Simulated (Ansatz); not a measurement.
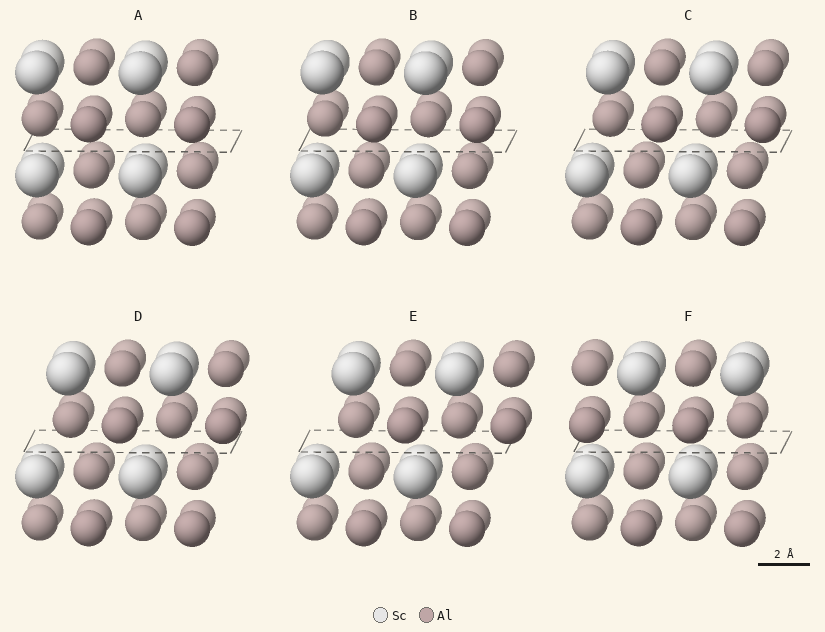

A scan of a crystal of ScAl3 (Pm-3m) along one coordinate. The picture is a spheres-only view of the layers on both sides of the dashed plane, seen from the side, nearly along that plane.

All numbers below come from DFT PBEsol, scalar-relativistic, plane waves, PAW in Ansatz. Settings: plane-wave cutoff 420 eV; k-point mesh 12 × 12 × 4; occupations gaussian; smearing width 0.15 eV; no spin polarisation. Energies (free energies at the smearing named) are counted from the relaxed crystal.

Question: What is being scanned?

Answer: The crystal above a cut along the (1 0 0) plane of the conventional cell (between a plane of Al/Sc below and one of Al above, 2.04 Å apart) is slid rigidly by fractions of an in-plane lattice vector 4.07 Å long (a generalised stacking fault). In the frames the slip is 0.00 (A), 0.10 (B), 0.20 (C), 0.30 (D), 0.40 (E), 0.50 (F). One cut stands in each cell, which starts 12.2 Å high; nothing is relaxed, and the dashed outline marks the cut. Their energies are 0 mJ/m², 320 mJ/m², 1332 mJ/m², 2946 mJ/m², 4589 mJ/m², 5315 mJ/m².
